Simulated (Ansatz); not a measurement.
# Geometry relaxation, with input and output: MgO (part 2 of 2)

The same run, continued: MgO (2 atoms in the cell); DFT PBE+D3(BJ), scalar-relativistic, plane waves, PAW, no spin polarisation (Ansatz 0.2.0); cutoff 420 eV, 10×10×10 k-mesh, Gaussian smearing of 0.02 eV. The structure derives from an entry of the Crystallography Open Database.

Geometry of the input (Å; fractional positions):
```
0.0000  2.1351  2.1351
2.1351  0.0000  2.1351
2.1351  2.1351  0.0000
Mg 0.0000  0.0000  0.0000
O  0.5000  0.5000  0.5000
```

### The program's output, continued
```
SCF iter   1: F=—  HF=-2494.717495 eV  |F-HF|=—  |Δ(HF+E_count)|=         —  Δρ=1.75e-4  dr2=4.47e-6  ethr=2.90e-8  ⟨swp⟩=2.2  Hψ=3870  notcnv=0
preconditioner: auto → none  [insulator: Δε(μ)=4.774 eV  Ē_g=18.578 eV  σ=0.020 eV  W_gap=1.00  n_scr=8 (ndim 8)  ℏωp=24.3 eV  f_vac=0.000  D(μ)=0.00/eV (n_scr^D=0)  ε∞_Penn≈2.7]
SCF iter   2: F=—  HF=-2494.717488 eV  |F-HF|=—  |Δ(HF+E_count)|=   6.91e-6  Δρ=6.33e-5  dr2=6.36e-7  ethr=2.80e-8  ⟨swp⟩=3.0  Hψ=909  notcnv=0
iter 3 did not close the SCF: its close was put off for the readings that it lacked (scf_convergence_deferred on its scf_iter line)
SCF iter   3: F=-2494.717488 eV  HF=-2494.717488 eV  |F-HF|=4.48e-9  |Δ(HF+E_count)|=   8.18e-8  Δρ=1.12e-5  dr2=1.43e-8  ethr=3.97e-9  ⟨swp⟩=2.0  Hψ=739  notcnv=0
iter 4 did not close the SCF: its close was put off for the readings that it lacked (scf_convergence_deferred on its scf_iter line)
SCF iter   4: F=-2494.717488 eV  HF=-2494.717488 eV  |F-HF|=2.64e-10  |Δ(HF+E_count)|=   5.97e-9  Δρ=1.95e-6  dr2=7.86e-10  ethr=8.92e-11  ⟨swp⟩=2.4  Hψ=811  notcnv=0
iter 5 did not close the SCF: its close was put off for the readings that it lacked (scf_convergence_deferred on its scf_iter line)
SCF iter   5: F=-2494.717488 eV  HF=-2494.717488 eV  |F-HF|=3.18e-12  |Δ(HF+E_count)|=  4.37e-11  Δρ=3.92e-7  dr2=1.10e-11  ethr=4.91e-12  ⟨swp⟩=2.0  Hψ=732  notcnv=0
SCF iter   6: F=-2494.717488 eV  HF=-2494.717488 eV  |F-HF|=4.55e-13  |Δ(HF+E_count)|=  3.64e-12  Δρ=2.94e-8  dr2=6.82e-14  ethr=1.00e-12  ⟨swp⟩=1.0  Hψ=1317  notcnv=0
SCF 6 converged in 6 iterations: F = -2494.717488 eV  dr2 = 6.82e-14
relax step   6: F+E_penalty+E_count = -2494.71748831 eV  Δ(F+E_penalty+E_count) = -1.441e-4 eV  max|allowed force component| = 2.340e-29 eV/Å  Δτ_max = 0.0000 Å  P = -0.002 GPa  Ω = 18.624 Å³  energy of the carried Pulay correction = +1.173e-4 eV  (6 SCF iters, dr2 threshold 1.87e-7 eV, accepted)
iter 1 solved again at ethr=9.04e-8 eV; its pass at ethr=3.10e-3 eV (dr2=1.45e-5 eV) is discarded
SCF iter   1: F=—  HF=-2494.717379 eV  |F-HF|=—  |Δ(HF+E_count)|=         —  Δρ=1.70e-5  dr2=1.23e-8  ethr=9.04e-8  ⟨swp⟩=3.0  Hψ=4873  notcnv=0
preconditioner: auto → none  [insulator: Δε(μ)=4.773 eV  Ē_g=18.577 eV  σ=0.020 eV  W_gap=1.00  n_scr=8 (ndim 8)  ℏωp=24.3 eV  f_vac=0.000  D(μ)=0.00/eV (n_scr^D=0)  ε∞_Penn≈2.7]
SCF iter   2: F=—  HF=-2494.717375 eV  |F-HF|=—  |Δ(HF+E_count)|=   4.58e-6  Δρ=7.35e-6  dr2=2.53e-9  ethr=7.66e-11  ⟨swp⟩=3.1  Hψ=1102  notcnv=0
SCF iter   3: F=—  HF=-2494.717375 eV  |F-HF|=—  |Δ(HF+E_count)|=   1.14e-9  Δρ=4.05e-6  dr2=6.11e-10  ethr=1.58e-11  ⟨swp⟩=2.2  Hψ=936  notcnv=0
iter 4 did not close the SCF: its close was put off for the readings that it lacked (scf_convergence_deferred on its scf_iter line)
SCF iter   4: F=-2494.717375 eV  HF=-2494.717375 eV  |F-HF|=1.41e-11  |Δ(HF+E_count)|=  9.48e-10  Δρ=4.07e-7  dr2=1.48e-11  ethr=3.82e-12  ⟨swp⟩=2.0  Hψ=894  notcnv=0
iter 5 did not close the SCF: its close was put off for the readings that it lacked (scf_convergence_deferred on its scf_iter line)
SCF iter   5: F=-2494.717375 eV  HF=-2494.717375 eV  |F-HF|=1.36e-12  |Δ(HF+E_count)|=  4.09e-12  Δρ=1.50e-7  dr2=2.01e-12  ethr=1.00e-12  ⟨swp⟩=1.0  Hψ=564  notcnv=0
iter 6 did not close the SCF: its close was put off for the readings that it lacked (scf_convergence_deferred on its scf_iter line)
SCF iter   6: F=-2494.717375 eV  HF=-2494.717375 eV  |F-HF|=0.00e0  |Δ(HF+E_count)|=  4.55e-13  Δρ=4.88e-8  dr2=1.77e-13  ethr=1.00e-12  ⟨swp⟩=1.0  Hψ=564  notcnv=0
iter 7 did not close the SCF: its close was put off for the readings that it lacked (scf_convergence_deferred on its scf_iter line)
SCF iter   7: F=-2494.717375 eV  HF=-2494.717375 eV  |F-HF|=9.09e-13  |Δ(HF+E_count)|=    0.00e0  Δρ=1.02e-8  dr2=6.12e-15  ethr=1.00e-12  ⟨swp⟩=1.0  Hψ=564  notcnv=0
SCF iter   8: F=-2494.717375 eV  HF=-2494.717375 eV  |F-HF|=0.00e0  |Δ(HF+E_count)|=  4.55e-13  Δρ=6.30e-10  dr2=3.10e-17  ethr=1.00e-12  ⟨swp⟩=2.9  Hψ=1800  notcnv=0
SCF 7 converged in 8 iterations: F = -2494.717375 eV  dr2 = 3.10e-17
relax step   7: F+E_penalty+E_count = -2494.71737479 eV  Δ(F+E_penalty+E_count) = +1.135e-4 eV  max|allowed force component| = 3.077e-29 eV/Å  Δτ_max = 0.0000 Å  P = -0.008 GPa  Ω = 18.624 Å³  stress off target by 8.49e-3 GPa  SCF on the basis re-selected at this cell (its energy is not comparable with the rows above)  (8 SCF iters)
```

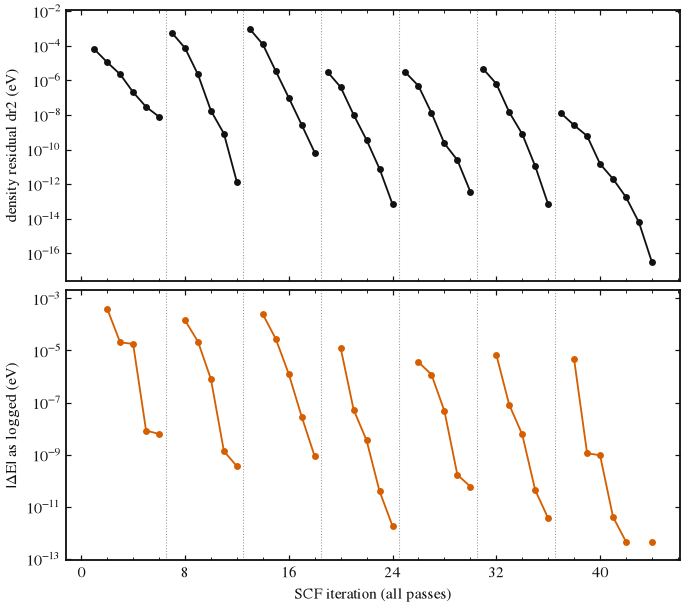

Convergence of the self-consistent field: density residual dr2 and size of the energy change against the SCF iteration. The dotted lines part the SCF passes of the relaxation: geometry steps, rejected trials and re-solves on a re-selected basis. The 7 passes take 6 to 8 iterations each, 44 in all.

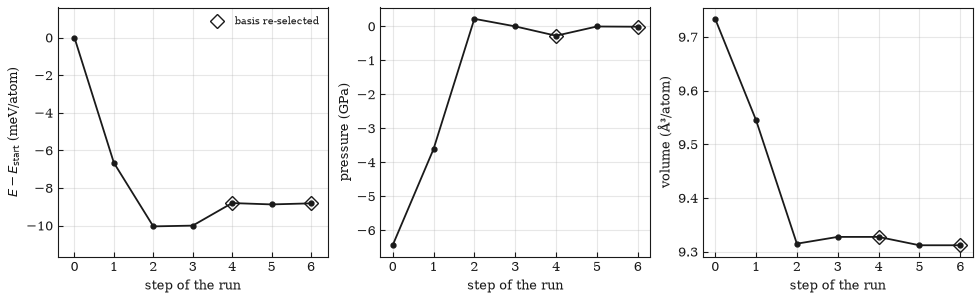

Progress of the relaxation, step by step (the first geometry is step 0 here and step 1 in the log).

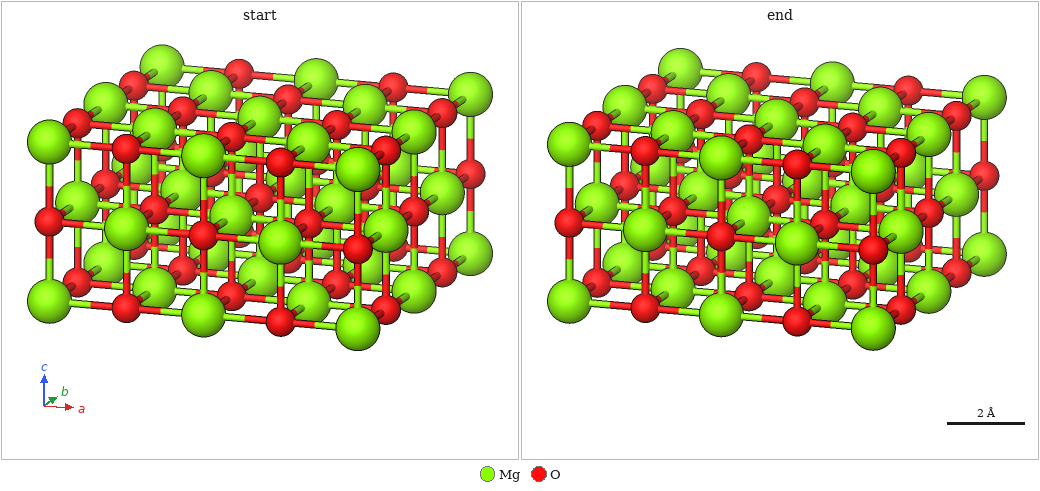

Before (left) and after (right) the relaxation, at one scale (ball-and-stick view of the cell 4 times as large as that of the calculation, set on its symmetry axes, repeated 2 × 2 × 1, seen slightly off an axis). The energy falls by 8.9 meV per atom in 4 geometry steps. All forces vanish by symmetry, so only the cell relaxes. The pressure goes from −6.44 to −0.01 GPa. 1 further SCF at an unchanged geometry re-selected the plane-wave basis for the new cell. The atoms keep their places relative to the cell (all moves are under 0.005 Å). The volume changes by −4.3 %, with a = b = c 4.270 → 4.208 Å (−1.5 %). Distances before and after: Mg1–O2 2.135 → 2.104 Å. The space group stays Fm-3m (No. 225). The energy change given includes the shifts at the re-selections in mid-walk, which come without any move. A last SCF at the same geometry on a re-selected plane-wave basis shifts the energy by +0.1 meV per atom. (Atoms are counted from 1 in the order of the input.)

```
basis re-selected at this cell: Δ(F+E_penalty+E_count) = +1.135e-4 eV, ΔP = -0.007 GPa vs the last step (what re-selecting the basis moved, of the pressure what is left beyond the Pulay correction that the steps carried, after the strain that the cell walked since its last selection, with what the two solves' SCF thresholds leave and, on support functions, any second-order correction that the steps lacked; it is no measure of the basis error at this ecutwfc). This SCF's stress stands 8.49e-3 GPa from its target on what of the cell is left free (relax.cell.stress_tol is 5.00e-2 GPa) and its largest allowed force component is 3.08e-29 eV/Å (relax.f_tol is 5.00e-3 eV/Å): within both
SCF converged after 8 iterations
Free energy (F): -2494.717375 eV
Harris-Foulkes:  -2494.717375 eV  (|F-HF|=0.00e0)
Internal energy: -2494.717375 eV  (E = F + TS)
E sigma→0 (E₀):  -2494.717375 eV
Fermi energy:    10.560060 eV
--- Per-component energies (eV) ---
  E_band       = -291.887681
  E_kinetic    = 255.941785
  E_local      = -1600.471129  (includes V_loc(G=0)·N_el)
  E_nonlocal   = 142.820529
  E_hartree    = 553.675696
  E_xc         = -105.320923
  E_vxc        = -134.973661  (∫ρ·V_xc dr)
  E_paw        = -450.080817  (= ΣΔE_a)
  E_vpaw       = -62.559117  (= ΣTr[D̂ρ^β])
  E_aug_tail   = 0.002521  (compensation charges beyond the density's cutoff)
  E_ewald      = -1290.696820
  E_disp       = -0.588217  (pairwise vdW)
  E_smearing   = -0.000000  (= −TS)
  E_closure    = 0.000000  (closes the sum)
  Σ components = -2494.717375   (vs F -2494.717375, Δ=0.00e0)
--- Forces (eV/Å), atoms counted from 1 ---
  atom   1  Mg    -0.00000000     0.00000000    -0.00000000
  atom   2  O      0.00000000    -0.00000000    -0.00000000
  max |Σ_I F_I| component: 5.63e-29 eV/Å
--- Stress (GPa, compression-positive) ---
       -0.008491      -0.000000      -0.000000
       -0.000000      -0.008491      -0.000000
       -0.000000      -0.000000      -0.008491
  P = ⅓ Tr σ = -0.0085 GPa (-0.085 kbar)
--- Band table (eV; the first three rows and the last of 47) ---
  k-point 0: bands = ["-64.1122", "-30.8327", "-30.8327", "-30.8327", "-9.0945", "8.1734", "8.1734", "8.1734", "12.9466", "24.0128", "24.0128", "24.0128"]
  k-point 1: bands = ["-64.1113", "-30.8412", "-30.8336", "-30.8336", "-8.9847", "7.5232", "8.1059", "8.1059", "13.5736", "22.7565", "24.2527", "24.2527"]
  k-point 2: bands = ["-64.1091", "-30.8632", "-30.8358", "-30.8358", "-8.6835", "6.2027", "7.9345", "7.9345", "14.7693", "21.2429", "24.7403", "24.7403"]
  k-point 46: bands = ["-64.1005", "-30.8912", "-30.8774", "-30.8638", "-7.4897", "4.8509", "5.6549", "6.4422", "19.2110", "20.0697", "20.3992", "24.1636"]
--- Relaxed structure (5 steps of the walk, 5 accepted, 2 SCFs on fresh bases) ---
  F+E_penalty+E_count = -2494.71737479 eV   max|allowed force component| = 3.077e-29 eV/Å   (the final SCF, on the basis selected at the relaxed cell)
  cell:  # Å, volume = 18.6243 Å³
    - [1.4894259995484536e-34, 2.1038606292861104, 2.1038606292861104]
    - [2.1038606292861104, -3.3597609242209433e-34, 2.1038606292861104]
    - [2.1038606292861104, 2.1038606292861104, 7.651641561801143e-34]
  atoms:
    - { symbol: Mg, position: [3.833549054466584e-34, -2.330196484087255e-34, -3.5328785403905676e-34] }
    - { symbol: O, position: [0.49999999999999994, 0.49999999999999994, 0.49999999999999994] }
```

### Trajectory as extended XYZ (Å, eV, eV/Å), 7 frames, from step=1 to step=7
```
2
Lattice="0.0000 2.1351 2.1351 2.1351 0.0000 2.1351 2.1351 2.1351 0.0000" Properties=species:S:1:pos:R:3:forces:R:3 step=1 energy=-2494.69975 pressure_GPa=-6.44
Mg    0.0000    0.0000    0.0000    0.0000   0.0000   0.0000
O     2.1351    2.1351    2.1351    0.0000   0.0000   0.0000
2
Lattice="0.0000 2.1213 2.1213 2.1213 0.0000 2.1213 2.1213 2.1213 0.0000" Properties=species:S:1:pos:R:3:forces:R:3 step=2 energy=-2494.71306 pressure_GPa=-3.61
Mg    0.0000    0.0000    0.0000    0.0000   0.0000   0.0000
O     2.1213    2.1213    2.1213    0.0000   0.0000   0.0000
2
Lattice="0.0000 2.1041 2.1041 2.1041 0.0000 2.1041 2.1041 2.1041 0.0000" Properties=species:S:1:pos:R:3:forces:R:3 step=3 energy=-2494.71983 pressure_GPa=0.22
Mg    0.0000    0.0000    0.0000    0.0000   0.0000   0.0000
O     2.1041    2.1041    2.1041    0.0000   0.0000   0.0000
2
Lattice="0.0000 2.1050 2.1050 2.1050 0.0000 2.1050 2.1050 2.1050 0.0000" Properties=species:S:1:pos:R:3:forces:R:3 step=4 energy=-2494.71974 pressure_GPa=0.00
Mg    0.0000    0.0000    0.0000    0.0000   0.0000   0.0000
O     2.1050    2.1050    2.1050    0.0000   0.0000   0.0000
2
Lattice="0.0000 2.1050 2.1050 2.1050 0.0000 2.1050 2.1050 2.1050 0.0000" Properties=species:S:1:pos:R:3:forces:R:3 step=5 energy=-2494.71734 pressure_GPa=-0.27
Mg    0.0000    0.0000    0.0000    0.0000   0.0000   0.0000
O     2.1050    2.1050    2.1050    0.0000   0.0000   0.0000
2
Lattice="0.0000 2.1039 2.1039 2.1039 0.0000 2.1039 2.1039 2.1039 0.0000" Properties=species:S:1:pos:R:3:forces:R:3 step=6 energy=-2494.71749 pressure_GPa=-0.00
Mg    0.0000    0.0000    0.0000    0.0000   0.0000   0.0000
O     2.1039    2.1039    2.1039    0.0000   0.0000   0.0000
2
Lattice="0.0000 2.1039 2.1039 2.1039 0.0000 2.1039 2.1039 2.1039 0.0000" Properties=species:S:1:pos:R:3:forces:R:3 step=7 energy=-2494.71738 pressure_GPa=-0.01
Mg    0.0000    0.0000    0.0000    0.0000   0.0000   0.0000
O     2.1039    2.1039    2.1039    0.0000   0.0000   0.0000
```
